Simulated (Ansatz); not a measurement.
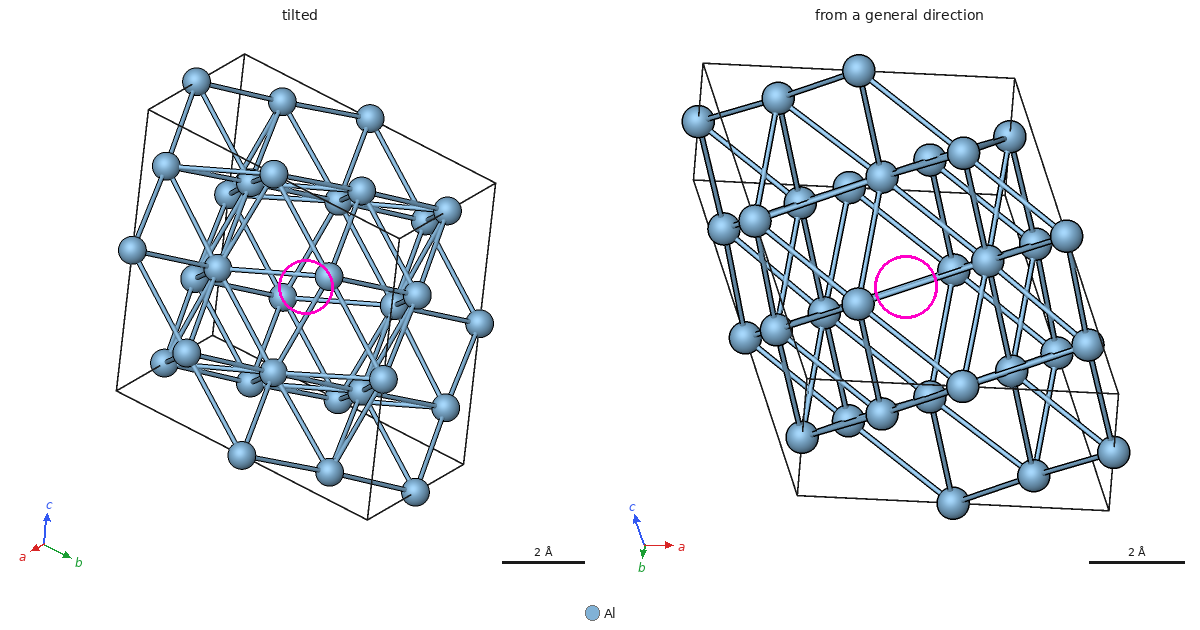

Structure drawing (ball-and-stick), viewed slightly off an axis and from a general direction. The parallelepiped is the supercell. The host is Al, in a cell of 16 sites, and the cell is neutral. A ring marks the defect's site.

**What kind of defect was put in?**

An aluminium vacancy. Around the empty site lie twelve Al at about 2.9 Å.

The atoms were relaxed in the host's cell with DFT PBE, scalar-relativistic, plane waves, PAW (Ansatz).
